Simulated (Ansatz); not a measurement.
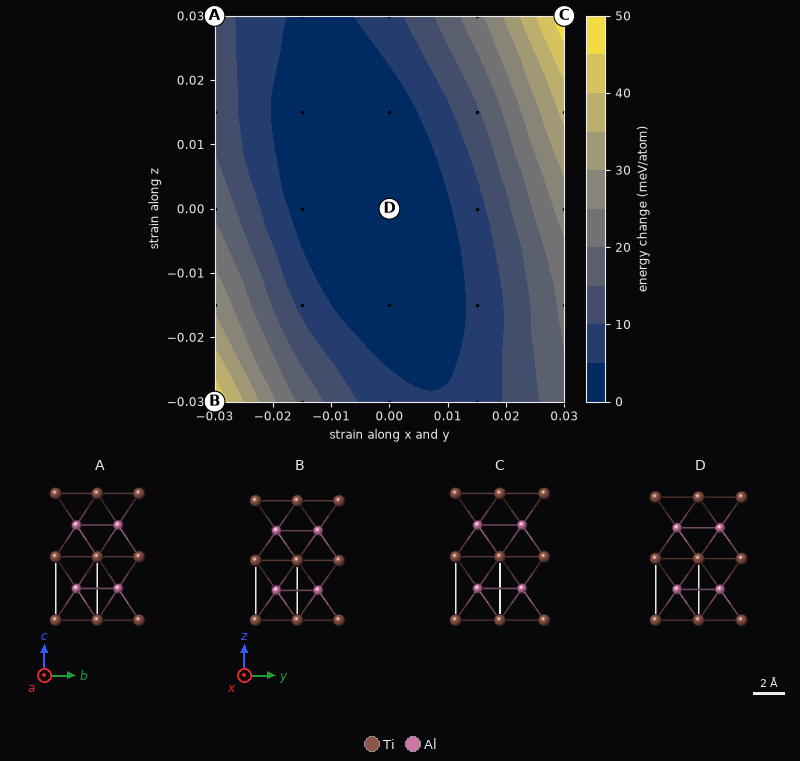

Energy scan for solid TiAl (P4/mmm), in which the cell is strained equally along x and y and separately along z, with the atoms kept at their fractional coordinates. x, y and z are the Cartesian axes of the input. The map is interpolated between the computed points (dots). The lettered frames are marked on it. A ball-and-stick model of the cell of the calculation, repeated 2 × 2 × 2 with one cell outlined, seen along the a axis.

Method: DFT PBE, scalar-relativistic, plane waves, PAW in Ansatz 0.2.0. Set-up: plane-wave cutoff 420 eV; k-point mesh 16 × 16 × 12; occupations gaussian; smearing width 0.15 eV; no spin polarisation. Energies (free energies at the smearing named) are counted from the cell as listed in its source, which wasn't relaxed.

Q: Describe the energy landscape.

A: In pairs of (strain along x and y; strain along z): the lowest computed point lies at (0.000, 0.000) (0.0 meV/atom), the highest at (0.030, 0.030) (48.5 meV/atom). The valley is tilted: raising the in-plane strain is made harder by raising the strain along z (cross term 0.58 of the geometric mean of the two curvatures). Over the ranges scanned the energy rises more along the first axis, the in-plane strain. The pressure runs from −8.9 GPa at (0.030, 0.030) to 11.4 GPa at (−0.030, −0.030). The frames lie at A (−0.030, 0.030): 12.0 meV/atom, B (−0.030, −0.030): 43.7 meV/atom, C (0.030, 0.030): 48.5 meV/atom, D (0.000, 0.000): 0.0 meV/atom.

The computed points:

Rows: strain along x and y; columns: strain along z; values in meV/atom.

```csv
,−0.030,−0.015,0.000,0.015,0.030
−0.030,43.7,29.0,19.0,13.4,12.0
−0.015,18.7,8.8,3.1,1.6,4.1
0.000,6.9,1.5,0.0,2.3,8.3
0.015,7.2,6.1,8.4,14.2,23.4
0.030,18.3,21.2,27.2,36.3,48.5
```
